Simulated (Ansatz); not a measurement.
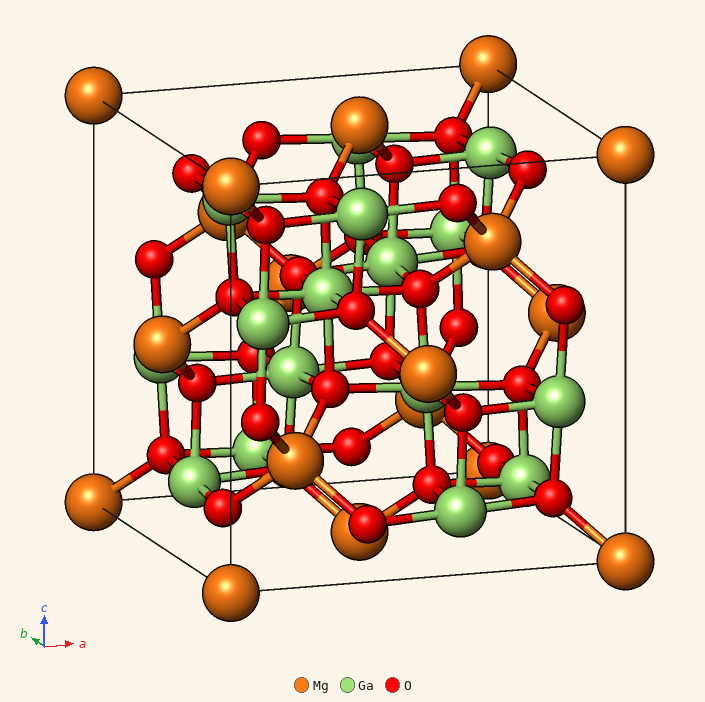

Shown here is a ball-and-stick view of the crystal, taken slightly off an axis. Atoms at the boundary of the conventional unit cell (the box) are drawn once for each face, edge or corner they touch.

MgGa₂O₄, spinel, space group Fd-3m (No. 227), a = 8.449 Å, b = 8.449 Å, c = 8.449 Å, α = 90.00°, β = 90.00°, γ = 90.00°. The model was built from a structure listed in the Materials Project. Earlier steps of the study may have refined or changed the cell and positions. A calculation with Ansatz used it as input.

This one geometry was computed with Ansatz (DFT, plane waves, PAW) at three levels of theory: PBE, PBEsol and r2SCAN.

**Which level gives the highest pressure at this volume, and what does that say about its equilibrium volume?**

Highest: PBE (0.0 GPa), which points to the largest equilibrium volume. Lowest, with the smallest volume: r2SCAN (-7.3 GPa). Levels within 0.5 GPa of each other can't be told apart.

**How does the band gap change with the level of theory?**

PBEsol: a gap of 3.03 eV, direct; PBE: a gap of 3.13 eV, direct; r2SCAN: a gap of 3.77 eV, direct.

**Collect the results in a table.**

| level | cutoff (eV) | k-mesh of the run's cell | gap (eV) | pressure (GPa) |
| --- | --- | --- | --- | --- |
| PBE | 420 | 6×6×6 | 3.13 | 0.0 |
| PBEsol | 420 | 6×6×6 | 3.03 | -5.6 |
| r2SCAN | 500 | 6×6×6 | 3.77 | -7.3 |

Gaps are taken on the k-mesh or band path of each run.
